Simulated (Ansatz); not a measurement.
**Run report: Pt, single-point calculation (part 1 of 2)**

- system: Pt (Fm-3m, 27 atoms in the cell)
- method: DFT, PBE, plane waves, PAW, no spin polarisation (Ansatz 0.2.0)

The structure derives from a Materials Project entry. It belongs to a series of runs on one base structure; here: the perfect crystal in a cell of 27 atoms.

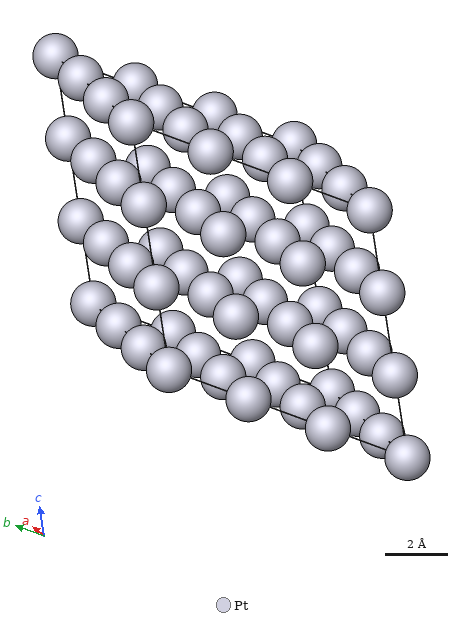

*The input geometry (spheres-only view of the cell of the calculation, seen at an oblique angle).*

Input:
```yaml
crystal:
  lattice:
    - [-5.9553460481, -5.9553460481, 0.0]
    - [-5.9553460481, 0.0, -5.9553460481]
    - [0.0, -5.9553460481, -5.9553460481]
  atoms:
    - { symbol: Pt, position: [0.6666666667, 0.6666666667, 0.6666666667] }
    - { symbol: Pt, position: [0.3333333333, 0.6666666667, 0.6666666667] }
    - { symbol: Pt, position: [0.0, 0.6666666667, 0.6666666667] }
    - { symbol: Pt, position: [0.6666666667, 0.3333333333, 0.6666666667] }
    - { symbol: Pt, position: [0.3333333333, 0.3333333333, 0.6666666667] }
    - { symbol: Pt, position: [0.0, 0.3333333333, 0.6666666667] }
    - { symbol: Pt, position: [0.6666666667, 0.0, 0.6666666667] }
    - { symbol: Pt, position: [0.3333333333, 0.0, 0.6666666667] }
    - { symbol: Pt, position: [0.0, 0.0, 0.6666666667] }
    - { symbol: Pt, position: [0.6666666667, 0.6666666667, 0.3333333333] }
    - { symbol: Pt, position: [0.3333333333, 0.6666666667, 0.3333333333] }
    - { symbol: Pt, position: [0.0, 0.6666666667, 0.3333333333] }
    - { symbol: Pt, position: [0.6666666667, 0.3333333333, 0.3333333333] }
    - { symbol: Pt, position: [0.3333333333, 0.3333333333, 0.3333333333] }
    - { symbol: Pt, position: [0.0, 0.3333333333, 0.3333333333] }
    - { symbol: Pt, position: [0.6666666667, 0.0, 0.3333333333] }
    - { symbol: Pt, position: [0.3333333333, 0.0, 0.3333333333] }
    - { symbol: Pt, position: [0.0, 0.0, 0.3333333333] }
    - { symbol: Pt, position: [0.6666666667, 0.6666666667, 0.0] }
    - { symbol: Pt, position: [0.3333333333, 0.6666666667, 0.0] }
    - { symbol: Pt, position: [0.0, 0.6666666667, 0.0] }
    - { symbol: Pt, position: [0.6666666667, 0.3333333333, 0.0] }
    - { symbol: Pt, position: [0.3333333333, 0.3333333333, 0.0] }
    - { symbol: Pt, position: [0.0, 0.3333333333, 0.0] }
    - { symbol: Pt, position: [0.6666666667, 0.0, 0.0] }
    - { symbol: Pt, position: [0.3333333333, 0.0, 0.0] }
    - { symbol: Pt, position: [0.0, 0.0, 0.0] }
basis:
  ecutwfc: 420
  xc_grid: 2
kpoints:
  mp_grid: { grid: [4, 4, 4], shift: [0.0, 0.0, 0.0] }
hamiltonian:
  xc: pbe
scf:
  occupations: { method: gaussian, width: 0.1 }
output:
  forces: true
  stress: true
  eigenvalues: true
  write_density: true
  write_potential: true
  elf: true
  volumetric_format: npy
```

Hardware: 4 threads of AMD EPYC (Zen 3), 189 GiB of memory available, shared host.

Run as:
```bash
ansatz run input.yaml --threads 4 --pin off --max-ram 8192MiB --backend cpu --events-out ev --progress --plain --runs-dir out
```

The program's output:
```
Engine: ansatz 0.2.0, x86_64-unknown-linux-gnu
Pseudopotentials: kind: paw
Pseudopotential: Pt, paw, valence charge 18, recommended cutoff 420 eV (normal), Pt.paw.azcp
Functional definition: PBE
  parameter kappa = 0.804
  parameter beta = 0.06672455060314922
  exchange = pbe_x(kappa = kappa, mu = beta*pi^2/3)
  correlation = pbe_c(beta = beta)
Crystal: 27 atoms, lattice volume = 422.426 Å³
Basis set: ecut = 420 eV, 8363 PW (Γ), exchange–correlation on 120×120×120 points (8 copies of the dense FFT grid, shifted against one another)
Bands: 292, of which v1, the nominal top of the filled ones, is band 243 counted from 1 (242 counted from 0)
Symmetry: 1296 space group operations
Space group: Fm-3m (ITA 225), of the structure as read, at distance tolerance 7.5e-5 Å
k-points: 8 of 64
Non-local potential: Pt, projectors of the file, l = 0: 3, l = 1: 2, l = 2: 2, l = 3: 1
PAW form: soft (Blöchl's): semilocal exchange-correlation on the pseudo side does not see the compensation charge
PAW one-centre angular grid: Pt, 590 points (default); XC on 64 Gauss nodes
Initial density: superposition of atomic densities (neutral atoms: chi_scale 0, normalization atom), corrected by the library's trained network
Initial wavefunctions: pseudopotential atomic-orbital guess
Functional: x = pbe(κ = 0.804, μ = 0.2195149727645171), c = pbe(β = 0.06672455060314922)
SCF iter   1: F=—  HF=-338121.575131 eV  |F-HF|=—  |Δ(HF+E_count)|=         —  Δρ=3.26e-3  dr2=7.11e-3  ethr=1.77e-3  ⟨swp⟩=5.0  Hψ=7391  notcnv=0  defer=162
preconditioner: auto → Kerker (q_TF=auto, 2.793 Å⁻¹)  [metal: Δε(μ)=0.004 eV  Ē_g=8.274 eV  σ=0.100 eV  W_gap=0.02  n_scr=168 (ndim 8)  ℏωp=29.7 eV  f_vac=0.000  D(μ)=57.95/eV (n_scr^D=892)]
SCF iter   2: F=—  HF=-338121.598255 eV  |F-HF|=—  |Δ(HF+E_count)|=   2.31e-2  Δρ=1.79e-3  dr2=2.13e-3  ethr=1.46e-6  ⟨swp⟩=3.0  Hψ=4796  notcnv=0  defer=179
SCF iter   3: F=—  HF=-338121.603297 eV  |F-HF|=—  |Δ(HF+E_count)|=   5.04e-3  Δρ=1.27e-4  dr2=2.10e-5  ethr=4.38e-7  ⟨swp⟩=2.0  Hψ=3116  notcnv=0  defer=179
SCF iter   4: F=—  HF=-338121.604296 eV  |F-HF|=—  |Δ(HF+E_count)|=   9.99e-4  Δρ=4.73e-5  dr2=4.20e-6  ethr=4.31e-9  ⟨swp⟩=2.1  Hψ=3504  notcnv=0  defer=179
SCF iter   5: F=—  HF=-338121.604297 eV  |F-HF|=—  |Δ(HF+E_count)|=   1.15e-6  Δρ=1.45e-5  dr2=5.50e-7  ethr=8.64e-10  ⟨swp⟩=2.0  Hψ=2613  notcnv=0  defer=179
SCF iter   6: F=-338121.604297 eV  HF=-338121.604297 eV  |F-HF|=5.06e-9  |Δ(HF+E_count)|=   2.64e-8  Δρ=3.30e-6  dr2=3.68e-8  ethr=2.06e-11  ⟨swp⟩=10.2  Hψ=13434  notcnv=0
SCF 1 converged in 6 iterations: F = -338121.604297 eV  dr2 = 3.68e-8
  greatest PAW one-centre occupation: 1.000 electrons in one spin orbital (limit 2), on the Pt atom at site 26 (counted from 0), in its partial waves of l = 0
SCF converged after 6 iterations
Free energy (F): -338121.604297 eV
Harris-Foulkes:  -338121.604297 eV  (|F-HF|=5.06e-9)
Internal energy: -338121.314406 eV  (E = F + TS)
E sigma→0 (E₀):  -338121.459352 eV
Entropy (-TS):   -0.289891 eV (-10.737 meV/atom)
Fermi energy:    22.303586 eV
--- Per-component energies (eV) ---
  E_band       = -3919.973755
  E_kinetic    = 17201.381945
  E_local      = -40767.446496  (includes V_loc(G=0)·N_el)
  E_nonlocal   = 5396.110197
  E_hartree    = 15102.201881
  E_xc         = -7063.258679
  E_vxc        = -8170.271933  (∫ρ·V_xc dr)
  E_paw        = -255255.699377  (= ΣΔE_a)
  E_vpaw       = -7784.177126  (= ΣTr[D̂ρ^β])
  E_aug_tail   = 0.005501  (compensation charges beyond the density's cutoff)
  E_ewald      = -72734.609378
  E_smearing   = -0.289891  (= −TS)
  E_closure    = 0.000000  (closes the sum)
  Σ components = -338121.604297   (vs F -338121.604297, Δ=0.00e0)
--- Forces (eV/Å), atoms counted from 1 ---
  atom   1  Pt    -0.00000000     0.00000000     0.00000000
  atom   2  Pt    -0.00000000     0.00000000    -0.00000000
  atom   3  Pt    -0.00000000     0.00000000    -0.00000000
  atom   4  Pt    -0.00000000     0.00000000     0.00000000
  atom   5  Pt    -0.00000000    -0.00000000     0.00000000
  atom   6  Pt    -0.00000000     0.00000000    -0.00000000
  atom   7  Pt    -0.00000000    -0.00000000     0.00000000
  atom   8  Pt    -0.00000000     0.00000000     0.00000000
  atom   9  Pt     0.00000000     0.00000000     0.00000000
  atom  10  Pt    -0.00000000     0.00000000    -0.00000000
  atom  11  Pt    -0.00000000     0.00000000     0.00000000
  atom  12  Pt    -0.00000000    -0.00000000    -0.00000000
  atom  13  Pt    -0.00000000    -0.00000000     0.00000000
  atom  14  Pt    -0.00000000    -0.00000000     0.00000000
  atom  15  Pt     0.00000000     0.00000000    -0.00000000
  atom  16  Pt    -0.00000000    -0.00000000     0.00000000
  atom  17  Pt    -0.00000000    -0.00000000     0.00000000
  atom  18  Pt     0.00000000     0.00000000     0.00000000
  atom  19  Pt    -0.00000000     0.00000000     0.00000000
  atom  20  Pt    -0.00000000     0.00000000    -0.00000000
  atom  21  Pt    -0.00000000     0.00000000    -0.00000000
  atom  22  Pt    -0.00000000     0.00000000     0.00000000
  atom  23  Pt    -0.00000000     0.00000000     0.00000000
  atom  24  Pt    -0.00000000     0.00000000    -0.00000000
  atom  25  Pt    -0.00000000     0.00000000     0.00000000
  atom  26  Pt    -0.00000000    -0.00000000     0.00000000
  atom  27  Pt    -0.00000000     0.00000000     0.00000000
  max |Σ_I F_I| component: 2.47e-27 eV/Å
--- Stress (GPa, compression-positive) ---
        0.109631      -0.000000       0.000000
        0.000000       0.109631      -0.000000
       -0.000000      -0.000000       0.109631
  P = ⅓ Tr σ = 0.1096 GPa (1.096 kbar)
--- Band table (eV; the first three rows and the last of 8) ---
  k-point 0: bands = ["-76.0742", "-76.0534", "-76.0534", "-76.0534", "-76.0534", "-76.0534", "-76.0534", "-76.0534", "-76.0534", "-76.0465", ... 82 levels left out ..., "-30.1377", "-30.1377", "-30.1377", "-30.1377", "-30.1377", "-30.1377", "-30.1377", "-30.1377", "-30.1377", "-30.1377", "-30.1377", "-30.1377", "-30.1377", "-30.0922", "-30.0922", "-30.0922", "12.4566", "15.1297", "15.1297", "15.1297", "15.1297", "15.1297", "15.1297", "15.1297", "15.1297", "15.8286", "15.8286", "15.8286", "15.8286",
      "15.8286", "15.8286", "16.5910", "16.5910", "16.5910", "16.5910", "16.5910", "16.5910", "16.7437", "16.7437", "16.7437", "16.7437", "16.7437", "16.7437", "16.7437", "16.7437", "16.7437", "16.7437", "16.7437", "16.7437", "17.6753", "17.6753", "17.6753", "17.6753", "17.6753", "17.6753", "17.6753", "17.6753", "17.6753", "17.6753", "17.6753", "17.6753", "18.7105", "18.7105", "18.7105", "18.7972", "18.7972", "18.7972", "18.7972", "18.7972",
      "18.7972", "18.7972", "18.7972", "18.7972", "18.7972", "18.7972", "18.7972", "18.8987", "18.8987", "18.8987", "18.8987", "18.8987", "18.8987", "18.8987", "18.8987", "18.8987", "18.8987", "18.8987", "18.8987", "18.8987", "18.8987", "18.8987", "18.8987", "19.1954", "19.1954", "19.1954", "19.1954", "19.1954", "19.1954", "19.1954", "19.1954", "20.3078", "20.3078", "20.3078", "20.3078", "20.3078", "20.3078", "20.5133", "20.5133", "20.5133",
      "20.5133", "20.5133", "20.5133", "20.5133", "20.5133", "20.5133", "20.5133", "20.5133", "20.5133", "20.7458", "20.7458", "21.3284", "21.3284", "21.3284", "21.3284", "21.3284", "21.3284", "21.3284", "21.3284", "21.3284", "21.3284", "21.3284", "21.3284", "21.5128", "21.5128", "21.5128", "21.5128", "21.5128", "21.5128", "21.5128", "21.5128", "21.5128", "21.5128", "21.5128", "21.5128", "21.5128", "21.5128", "21.5128", "21.5128", "21.6939",
      "21.6939", "21.6939", "21.6939", "21.6939", "21.6939", "21.6939", "21.6939", "21.6939", "21.6939", "21.6939", "21.6939", "21.8696", "21.8696", "21.8696", "21.8696", "21.8696", "21.8696", "26.5091", "26.5091", "26.5091", "26.5091", "26.5091", "26.5091", "26.5091", "26.5091", "26.5091", "26.5091", "26.5091", "26.5091", "30.8234", "30.8234", "30.8234", "30.8234", "30.8234", "30.8234", "30.8234", "30.8234", "30.8234", "30.8234", "30.8234",
      "30.8234", "31.7153", "31.7153", "31.7153", "31.7153", "31.7153", "31.7153", "31.7153", "31.7153", "31.7153", "31.7153"]
```
